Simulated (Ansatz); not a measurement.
NbN: geometry relaxation (part 1 of 4)

System: NbN (slab, 40 atoms in the cell).
Method: DFT PBE, scalar-relativistic, plane waves, PAW, no spin polarisation (Ansatz 0.2.0).

The structure derives from an entry of the Crystallography Open Database. The input holds or restrains some coordinates. Forces given for the steps count only the free coordinates. It belongs to a series of runs on one base structure; here: stripe over 1 of 3 cells, two steps.

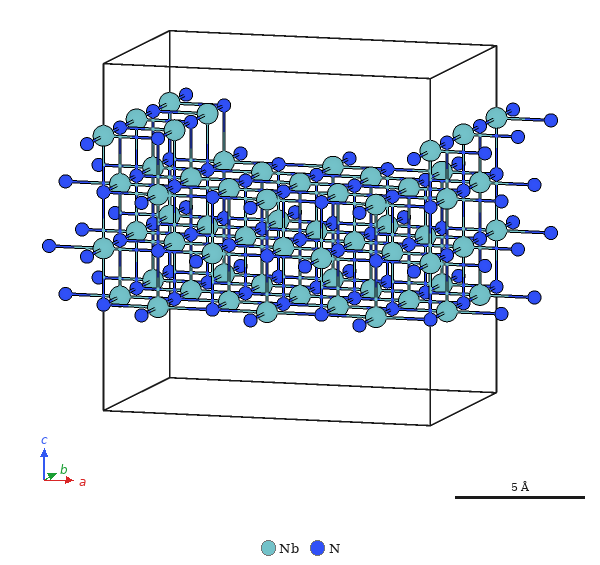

The starting structure (ball-and-stick view of the 1 × 2 repeat of the cell, with the vacuum cut short, seen slightly off an axis; bonded neighbours outside the cell are drawn too). An atom can appear more than once, as a periodic image.

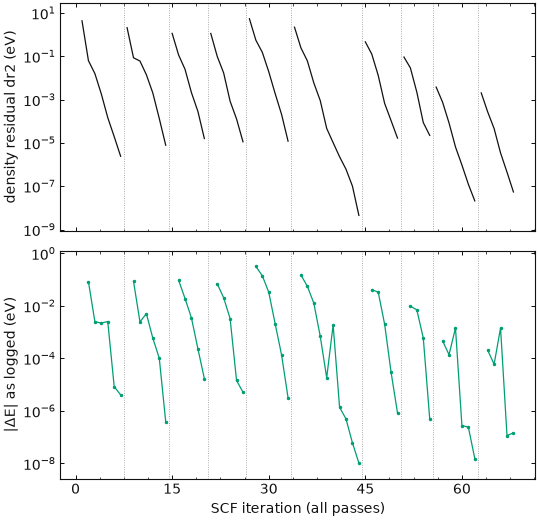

Convergence of the self-consistent field: density residual dr2 and size of the energy change against the SCF iteration. The dotted lines part the SCF passes of the relaxation: geometry steps, rejected trials and re-solves on a re-selected basis. The 10 passes take 5 to 11 iterations each, 68 in all.

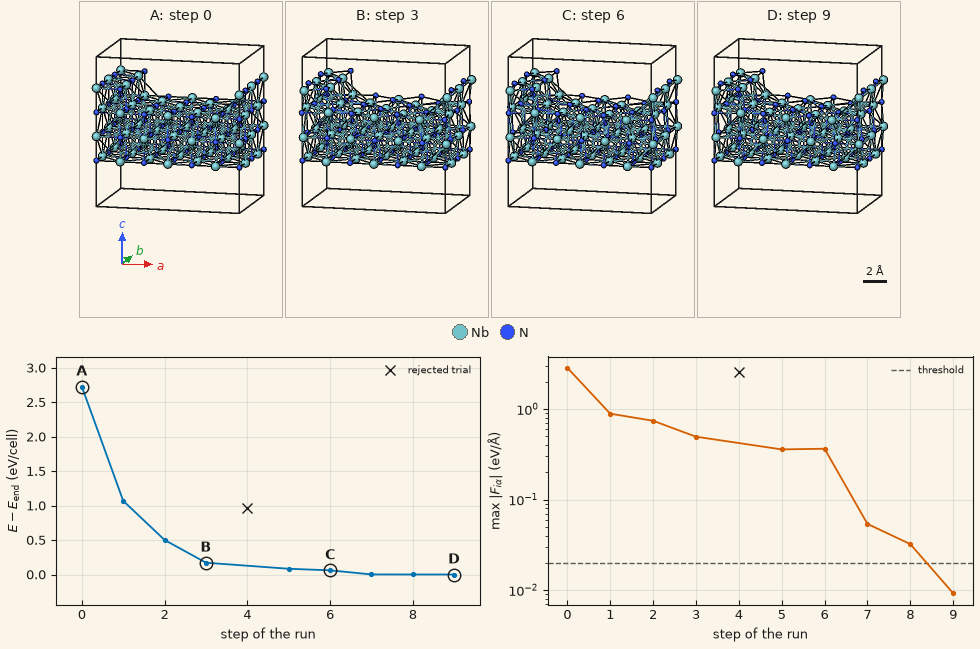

Frames of the restrained relaxation (ball-and-stick view of the 1 × 2 repeat of the cell, with the vacuum cut short, seen slightly off an axis) above the curves, on which the letters mark them (the first geometry is step 0 here and step 1 in the log).

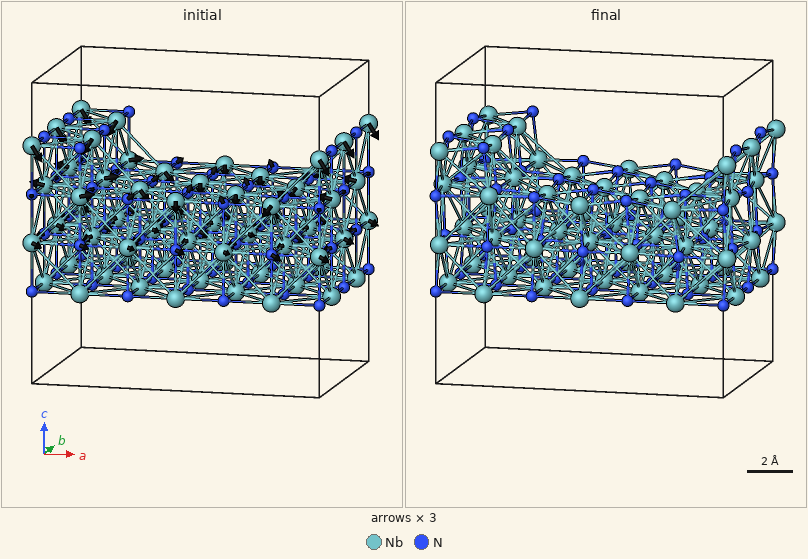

Before (left) and after (right) the restrained relaxation, at one scale (ball-and-stick view of the 1 × 2 repeat of the cell, with the vacuum cut short, seen slightly off an axis). The black arrows give the displacements, magnified 3 times. The largest moves, 0.30 Å, are those of Nb37 and Nb39. Largest moves by element: Nb 0.30 Å, N 0.18 Å. The cell stays as it was. Distances before and after: Nb25–Nb27 3.127 → 3.481 Å, Nb11–Nb31 3.127 → 2.830 Å, Nb25–N26 2.211 → 2.465 Å, Nb37–Nb39 3.127 → 2.909 Å. Among the angles that change: Nb29–N34–Nb33 180.0° → 163.0°, Nb3–N6–Nb3 180.0° → 163.8°, Nb39–N38–Nb39 180.0° → 164.8°. Over 9 geometry steps the energy falls by 2.727 eV per cell of the calculation. The largest force component goes from 2.9 to 0.0092 eV/Å. The line search rejected the trial step at point 4 (counted from 0) and went back. (Atoms are counted from 1 in the order of the input.)

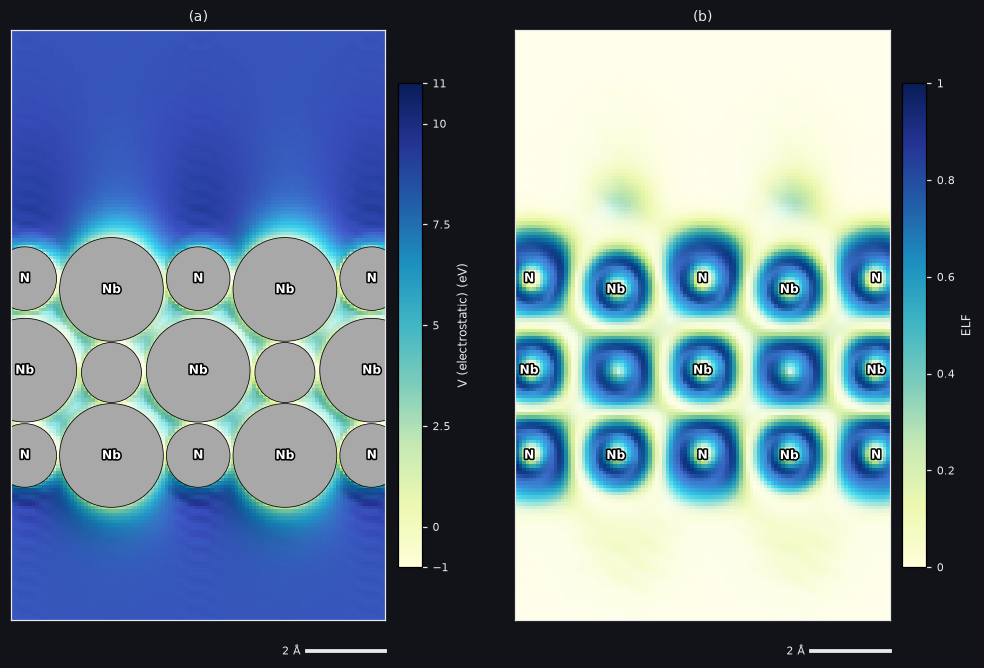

(a) electrostatic potential energy of an electron; (b) electron localisation function on the (100) plane of the calculation cell, a cut from vacuum to vacuum. Grey discs, where drawn, cover atomic cores. Atoms in the plane: N and Nb. Nb–N (2.18 Å): the ELF peaks at about 0.80 in the valence shell of N, 0.6 Å from its nucleus, and drops to about 0.20 between the two atoms; no shared pair; the contact is polar. Nb–N (2.21 Å): the ELF is about 0.15 at the midpoint (no shared pair; the contact is polar). Nb–N (2.33 Å): the ELF is about 0.15 at the midpoint; no shared pair; the contact is polar. The strong features right at Nb lie inside the PAW spheres (semicore, d or f shells) and say nothing about bonding. Core electrons are frozen (PAW), so the fields are smoothed inside the atomic spheres.

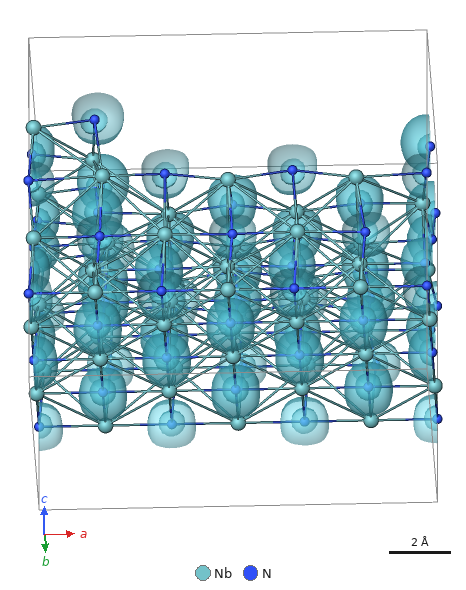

Isosurface of the ELF at 0.7 (cyan), seen at an oblique angle. Core shells and regions of very low density are left out. Sticks mark near contacts. Values along the shortest contacts: Nb–N (2.04 Å): the ELF is about 0.25 at the midpoint; a polar contact without a shared pair, in a metal. Nb–Nb (2.83 Å): the ELF is about 0.30 at the midpoint (no shared electron pair).

The input and output of the run follow.

Input:
```yaml
crystal:
  lattice:
    - [13.2646291963, 0.0, 0.0]
    - [0.0, 4.4215430654, 0.0]
    - [0.0, 0.0, 18.6323145981]
  atoms:
    - { symbol: Nb, position: [0.1666666667, 0.0, 0.0805052959] }
    - { symbol: "N", position: [0.0, 0.0, 0.0805052959] }
    - { symbol: Nb, position: [0.1666666667, 0.5, 0.1991578402] }
    - { symbol: "N", position: [0.0, 0.5, 0.1991578402] }
    - { symbol: Nb, position: [0.0, 0.0, 0.1991578402] }
    - { symbol: "N", position: [0.1666666667, 0.0, 0.1991578402] }
    - { symbol: Nb, position: [0.0, 0.5, 0.0805052959] }
    - { symbol: "N", position: [0.1666666667, 0.5, 0.0805052959] }
    - { symbol: Nb, position: [0.5, 0.0, 0.0805052959] }
    - { symbol: "N", position: [0.3333333333, 0.0, 0.0805052959] }
    - { symbol: Nb, position: [0.5, 0.5, 0.1991578402] }
    - { symbol: "N", position: [0.3333333333, 0.5, 0.1991578402] }
    - { symbol: Nb, position: [0.3333333333, 0.0, 0.1991578402] }
    - { symbol: "N", position: [0.5, 0.0, 0.1991578402] }
    - { symbol: Nb, position: [0.3333333333, 0.5, 0.0805052959] }
    - { symbol: "N", position: [0.5, 0.5, 0.0805052959] }
    - { symbol: Nb, position: [0.8333333333, 0.0, 0.0805052959] }
    - { symbol: "N", position: [0.6666666667, 0.0, 0.0805052959] }
    - { symbol: Nb, position: [0.8333333333, 0.5, 0.1991578402] }
    - { symbol: "N", position: [0.6666666667, 0.5, 0.1991578402] }
    - { symbol: Nb, position: [0.6666666667, 0.0, 0.1991578402] }
    - { symbol: "N", position: [0.8333333333, 0.0, 0.1991578402] }
    - { symbol: Nb, position: [0.6666666667, 0.5, 0.0805052959] }
    - { symbol: "N", position: [0.8333333333, 0.5, 0.0805052959] }
    - { symbol: Nb, position: [0.1666666667, 0.0, 0.3178103844] }
    - { symbol: "N", position: [0.0, 0.0, 0.3178103844] }
    - { symbol: Nb, position: [0.0, 0.5, 0.3178103844] }
    - { symbol: "N", position: [0.1666666667, 0.5, 0.3178103844] }
    - { symbol: Nb, position: [0.5, 0.0, 0.3178103844] }
    - { symbol: "N", position: [0.3333333333, 0.0, 0.3178103844] }
    - { symbol: Nb, position: [0.3333333333, 0.5, 0.3178103844] }
    - { symbol: "N", position: [0.5, 0.5, 0.3178103844] }
    - { symbol: Nb, position: [0.8333333333, 0.0, 0.3178103844] }
    - { symbol: "N", position: [0.6666666667, 0.0, 0.3178103844] }
    - { symbol: Nb, position: [0.6666666667, 0.5, 0.3178103844] }
    - { symbol: "N", position: [0.8333333333, 0.5, 0.3178103844] }
    - { symbol: Nb, position: [0.1666666667, 0.5, 0.4364629287] }
    - { symbol: "N", position: [0.0, 0.5, 0.4364629287] }
    - { symbol: Nb, position: [0.0, 0.0, 0.4364629287] }
    - { symbol: "N", position: [0.1666666667, 0.0, 0.4364629287] }
basis:
  ecutwfc: 420
kpoints:
  mp_grid: { grid: [3, 8, 1] }
hamiltonian:
  xc: pbe
scf:
  occupations: { method: gaussian, width: 0.1 }
output:
  forces: true
  eigenvalues: true
  populations: true
  write_density: true
  write_potential: true
  elf: true
  volumetric_format: npy
relax:
  adjacent_minimum: "off"
  f_tol: 0.02
  max_steps: 45
  constraints: [{ sites: [0, 1, 6, 7, 8, 9, 14, 15, 16, 17, 22, 23] }]
efield:
  axis: 3
  dipole_correction: true
  ramp_width: 0.04
```

Launch command:
```bash
ansatz run input.yaml --threads 4 --pin off --max-ram 11264MiB --backend cpu --events-out ev --progress --plain --runs-dir out
```

What the program printed:
```
Engine: ansatz 0.2.0, x86_64-unknown-linux-gnu
Pseudopotentials: kind: paw
Pseudopotential: Nb, paw, valence charge 13, recommended cutoff 420 eV (normal), Nb.paw.azcp
Pseudopotential: N, paw, valence charge 5, recommended cutoff 420 eV (normal), N.paw.azcp
Functional definition: PBE
  parameter kappa = 0.804
  parameter beta = 0.06672455060314922
  exchange = pbe_x(kappa = kappa, mu = beta*pi^2/3)
  correlation = pbe_c(beta = beta)
Crystal: 40 atoms, lattice volume = 1092.788 Å³
Basis set: ecut = 420 eV, 21401 PW (Γ), exchange–correlation on 180×60×250 points (8 copies of the dense FFT grid, shifted against one another)
Bands: 220, of which v1, the nominal top of the filled ones, is band 180 counted from 1 (179 counted from 0)
Symmetry: 4 space group operations
Space group: Pma2 (ITA 28), of the structure as read, at distance tolerance 1.0e-4 Å
k-points: 10 of 24
Non-local potential: Nb, projectors of the file, l = 0: 3, l = 1: 2, l = 2: 2, l = 3: 1
Non-local potential: N, projectors of the file, l = 0: 2, l = 1: 2, l = 2: 1
PAW form: soft (Blöchl's): semilocal exchange-correlation on the pseudo side does not see the compensation charge
PAW one-centre angular grid: Nb, 590 points (default); XC on 64 Gauss nodes
PAW one-centre angular grid: N, 110 points (default); XC on 64 Gauss nodes
Initial density: superposition of atomic densities (neutral atoms: chi_scale 0, normalization atom), corrected by the library's trained network
Initial wavefunctions: pseudopotential atomic-orbital guess
Functional: x = pbe(κ = 0.804, μ = 0.2195149727645171), c = pbe(β = 0.06672455060314922)
SCF iter   1: F=—  HF=-98750.644843 eV  |F-HF|=—  |Δ(HF+E_count)|=         —  Δρ=5.89e-3  dr2=4.38e0  ethr=1.77e-3  p=0.143 e·Å  D=2.37e-2 V/Å  ΔV_dip=-0.44 eV  dr2_dipole=2.85e0  V_vac-E_F(+/−)=3.10/3.55 eV  ⟨swp⟩=7.3  Hψ=10794  notcnv=0
efield: sawtooth ramp at fractional position 0.7385 (placed from the atoms, in the widest stretch of the axis that holds none; the zero of the levels goes with the place), width 0.0400; the density the first Hamiltonian is built on has a dipole p = 0.143 e·Å; the dipole correction subtracts the counter field D = 2.37e-2 V/Å, which shifts the + side's vacuum level by -0.44 eV against the − side's; the planar-averaged density in the ramp window peaks in size at 1.0e-4 e/Å³
preconditioner: auto → LDOS  [metal: Δε(μ)=0.006 eV  Ē_g=7.861 eV  σ=0.100 eV  W_gap=0.04  n_scr=230 (ndim 8)  ℏωp=15.9 eV  f_vac=0.512  D(μ)=30.97/eV (n_scr^D=230)  β→1.0]
SCF iter   2: F=—  HF=-98750.561654 eV  |F-HF|=—  |Δ(HF+E_count)|=   8.32e-2  Δρ=1.78e-3  dr2=6.30e-2  ethr=1.22e-3  p=0.041 e·Å  D=6.71e-3 V/Å  ΔV_dip=-0.12 eV  dr2_dipole=4.87e-3  V_vac-E_F(+/−)=3.26/3.39 eV  ⟨swp⟩=1.7  Hψ=2557  notcnv=0  defer=54
SCF iter   3: F=—  HF=-98750.564168 eV  |F-HF|=—  |Δ(HF+E_count)|=   2.51e-3  Δρ=8.40e-4  dr2=1.60e-2  ethr=1.75e-5  p=0.036 e·Å  D=5.92e-3 V/Å  ΔV_dip=-0.11 eV  dr2_dipole=3.88e-3  V_vac-E_F(+/−)=3.26/3.37 eV  ⟨swp⟩=3.1  Hψ=3784  notcnv=0  defer=137
SCF iter   4: F=—  HF=-98750.561945 eV  |F-HF|=—  |Δ(HF+E_count)|=   2.22e-3  Δρ=2.57e-4  dr2=1.83e-3  ethr=4.44e-6  p=0.031 e·Å  D=5.15e-3 V/Å  ΔV_dip=-0.10 eV  dr2_dipole=2.10e-5  V_vac-E_F(+/−)=3.26/3.36 eV  ⟨swp⟩=2.8  Hψ=3592  notcnv=0  defer=137
SCF iter   5: F=—  HF=-98750.564484 eV  |F-HF|=—  |Δ(HF+E_count)|=   2.54e-3  Δρ=7.35e-5  dr2=1.48e-4  ethr=5.08e-7  p=0.030 e·Å  D=5.04e-3 V/Å  ΔV_dip=-0.09 eV  dr2_dipole=8.81e-6  V_vac-E_F(+/−)=3.26/3.35 eV  ⟨swp⟩=2.9  Hψ=4223  notcnv=0  defer=30
SCF iter   6: F=—  HF=-98750.564493 eV  |F-HF|=—  |Δ(HF+E_count)|=   8.44e-6  Δρ=2.67e-5  dr2=1.96e-5  ethr=4.10e-8  p=0.030 e·Å  D=4.98e-3 V/Å  ΔV_dip=-0.09 eV  dr2_dipole=5.38e-7  V_vac-E_F(+/−)=3.26/3.35 eV  ⟨swp⟩=2.3  Hψ=3167  notcnv=0  defer=30
SCF iter   7: F=-98750.564495 eV  HF=-98750.564497 eV  |F-HF|=1.23e-6  |Δ(HF+E_count)|=   4.08e-6  Δρ=1.03e-5  dr2=2.43e-6  ethr=2.78e-9  p=0.030 e·Å  D=4.97e-3 V/Å  ΔV_dip=-0.09 eV  dr2_dipole=2.50e-7  V_vac-E_F(+/−)=3.26/3.35 eV  ⟨swp⟩=24.3  Hψ=24014  notcnv=0
WARN: efield: at this solve's end the planar-averaged density reaches 7.06e-5 e/Å³ inside the ramp window [0.6848, 0.8322] (bound 1e-5 e/Å³); the window's nearer edge stands 4.63 Å from this solve's nearest atom along the axis. Its work functions, free energy, forces, stress, dipole, levels and responses can be off, and this figure does not tell by how much. A short vacuum, a low `basis.ecutwfc` or `basis.ecutrho_ratio` and negative occupations (`scf.occupations.method`) can put density there. See the manual's quickstart, § The vacuum guard
SCF 1 converged in 7 iterations: F = -98750.564495 eV  dr2 = 2.43e-6
  Residual-converged pass: ⟨swp⟩=1.0  Hψ=2240  notcnv=0  max |occ|·‖R‖ = 7.0e-9 eV (tolerance 1.0e-8 eV)  dr2=2.43e-6  dr2_onsite=3.82e-8  max |Δocc| = 3.4e-10
  greatest PAW one-centre occupation: 0.998 electrons in one spin orbital (limit 2), on the Nb atom at site 24 (counted from 0), in its partial waves of l = 0
relax step   1: F+E_penalty+E_count = -98750.56449542 eV  Δ(F+E_penalty+E_count) = +0.000e0 eV  max|allowed force component| = 2.864e0 eV/Å  Δτ_max = 0.0000 Å  (7 SCF iters, dr2 threshold 1.00e-5 eV, accepted)
Initial density: handed on by an earlier stage of this run
Initial wavefunctions: those handed on with the density
iter 1 solved again at ethr=4.28e-4 eV; its pass at ethr=3.10e-3 eV (dr2=1.54e0 eV) is discarded
```
